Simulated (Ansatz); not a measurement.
**SnO2 (rutile): which axis gives way under pressure?**

Cell and atoms of rutile SnO2 are relaxed at set pressures, to see how each axis shrinks. The phase is followed to these pressures whether or not it stays the stable one.

Calculated with Ansatz 0.2.0, PBEsol, PAW files of the set soft_1, cutoff 600 eV, Fermi–Dirac smearing 0.02 eV, k-mesh 6×6×9, no spin polarisation, no spin-orbit coupling.

Reference cell, relaxed at zero pressure with PBEsol (P4_2/mnm): a = 4.7686 Å, b = 4.7686 Å, c = 3.2114 Å, α = 90.00°, β = 90.00°, γ = 90.00°.

```
atom       x       y       z
  Sn  0.0000  0.0000  0.0000
  Sn  0.5000  0.5000  0.5000
   O  0.3063  0.3063  0.0000
   O  0.1937  0.8063  0.5000
   O  0.6937  0.6937  0.0000
   O  0.8063  0.1937  0.5000
```

| P (GPa) | a (Å) | c (Å) | c/a |
| --- | --- | --- | --- |
| −4.00 | 4.8148 | 3.2230 | 0.6694 |
| 0.00 | 4.7686 | 3.2114 | 0.6734 |
| 10.00 | 4.6764 | 3.1845 | 0.6810 |
| 15.01 | 4.6383 | 3.1724 | 0.6840 |
| 20.00 | 4.6036 | 3.1616 | 0.6868 |
| 30.00 | 4.5422 | 3.1420 | 0.6917 |

**Question.** Give the linear compressibility of each axis at zero pressure, and the edges at 5.00 GPa, a row left out above.

Least squares with l = l0 + l1 P + l2 P² gives for a: l0 = 4.7708 Å, l1 = −1.017e−2 Å/GPa, l2 = 8.59e−5 Å/GPa², so β = −l1/l0 = 2.132 × 10⁻³ GPa⁻¹ and the withheld edge is 4.7221 Å. The run itself gives 4.7194 Å, so the estimate misses by 0.0027 Å; the fitted rows themselves lie up to 0.0022 Å off the law.

Least squares with l = l0 + l1 P + l2 P² gives for c: l0 = 3.2113 Å, l1 = −2.860e−3 Å/GPa, l2 = 1.84e−5 Å/GPa², so β = −l1/l0 = 0.891 × 10⁻³ GPa⁻¹ and the withheld edge is 3.1975 Å. The run itself gives 3.1974 Å, so the estimate misses by 0.0001 Å, a rounding's worth.

The compressibilities add to the volume compressibility, 2β_a + β_c = 5.154 × 10⁻³ GPa⁻¹, or B0 ≈ 194 GPa; a parabola over so wide a range errs a few per cent to the stiff side. The a axis is the softest, 2.4 times as compressible as c.

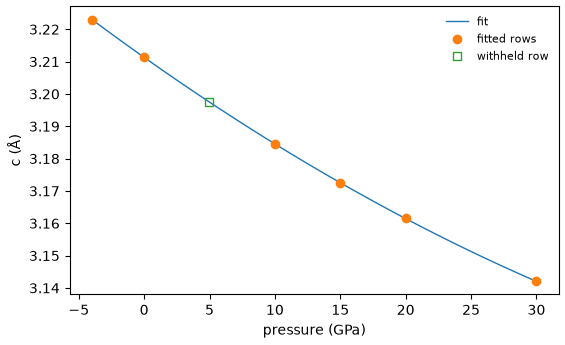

The fitted law, the rows behind it and the withheld row.

[Logs are printed without paths, hosts, clocks, repeated set-up lines and the standing remarks that a program may print on its own settings, such as how far it seeks lower states.]
